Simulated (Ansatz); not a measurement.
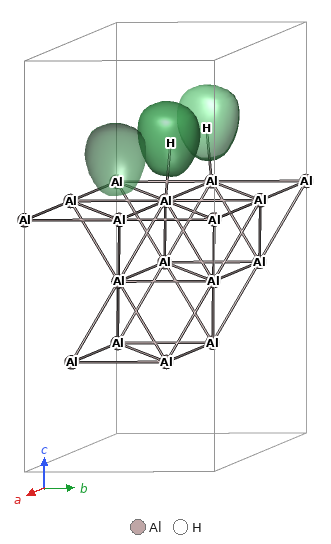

Al6H (slab). Isosurface of the ELF at 0.85 (green), seen at an oblique angle. Only the valence region is drawn (cores and ρ < 0.01 e/Å³ removed). Sticks mark near contacts.

A point of a scan over the structure, not its minimum; not relaxed (largest force 1.4 eV/Å); PAW files of the earlier set (soft_1).

Method: Ansatz 0.2.0, DFT PBE, scalar-relativistic, plane waves, PAW.

```
Al H
1.0
     5.71352    0.00000    0.00000
    -2.85676    4.94805    0.00000
     0.00000    0.00000   22.60138
Al H
12 2
Direct
  0.33333 0.16667 0.17698
  0.33333 0.66667 0.17698
  0.83333 0.16667 0.17698
  0.83333 0.66667 0.17698
  0.16667 0.33333 0.27878
  0.16667 0.83333 0.27878
  0.66667 0.33333 0.27878
  0.66667 0.83333 0.27878
  0.00000 0.00000 0.38057
  0.00000 0.50000 0.38057
  0.50000 0.00000 0.38057
  0.50000 0.50000 0.38057
  0.05441 0.50000 0.45711
  0.44559 0.50000 0.45711
```

What do the ELF domains correspond to?

At this value the surface marks out two regions around hydrogen nuclei, counted in one cell of 14 atoms. Counts are for one cell; the picture repeats the cell along the surface.

Values along the shortest contacts:
Al–H (1.76 Å): the ELF peaks at about 1 in the valence shell of H, 0.5 Å from its nucleus, and is about 1 at the midpoint. Al–Al (2.83 Å): the ELF peaks at about 0.65 between the atoms.

Does the calculation make it a metal, or give it a gap?

It is metallic or semimetallic at this level of theory: no gap opens.
